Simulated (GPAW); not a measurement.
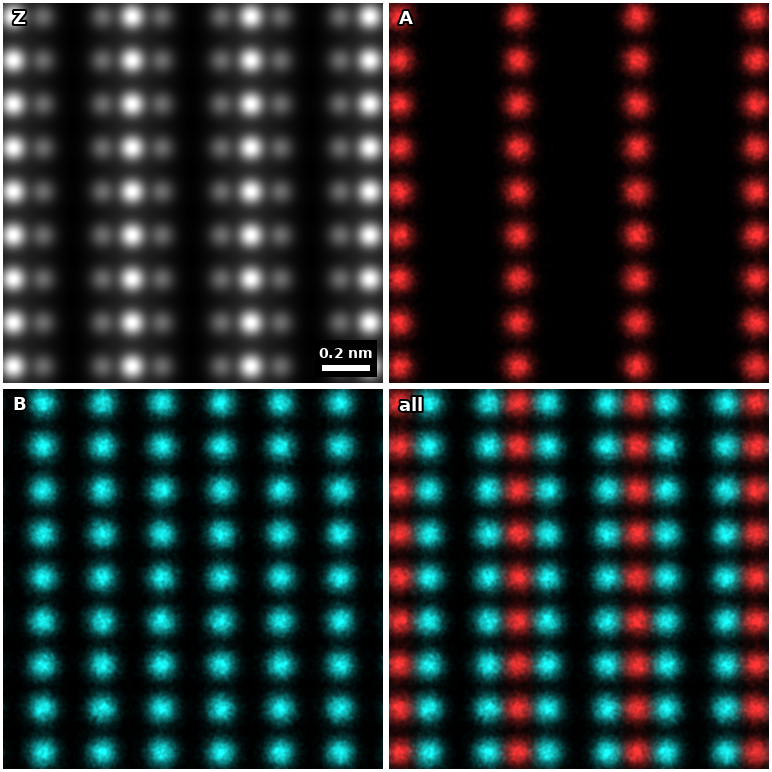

PtSe2 (P-3m1, No. 164) along [210]. Panel Z: Simulated incoherent Z contrast: every atom adds Z^1.7 spread by a probe of 0.71 Å full width; channelling and multiple scattering are left out. The probe carries 25 % of its weight in a tail 2.5 times as wide. The display is stretched by a gamma of 0.65; percentages refer to the linear signal. The other panels are simulated element maps (the number of atoms of one element along the beam, blurred by 0.9 Å, with counting noise; each on its own scale, no channelling); the last overlays them. Atomic positions: an entry of the Crystallography Open Database, as set up for an electronic-structure calculation.

```yaml
crystal:
  lattice:
    - [3.72400, 0.00000, 0.00000]
    - [-1.86200, 3.22508, 0.00000]
    - [0.00000, 0.00000, 5.06200]
  atoms:
    - { symbol: Pt, position: [0.00000, 0.00000, 0.00000] }
    - { symbol: Se, position: [0.66667, 0.33333, 0.75000] }
    - { symbol: Se, position: [0.33333, 0.66667, 0.25000] }
```

Q: Which element does each lettered map show?

A: Pt, B: Se. The projected cell (1.86 × 5.06 Å, 90°) holds 3 columns: 2 of Se and 1 of Pt. No column is shared by two of the mapped elements.
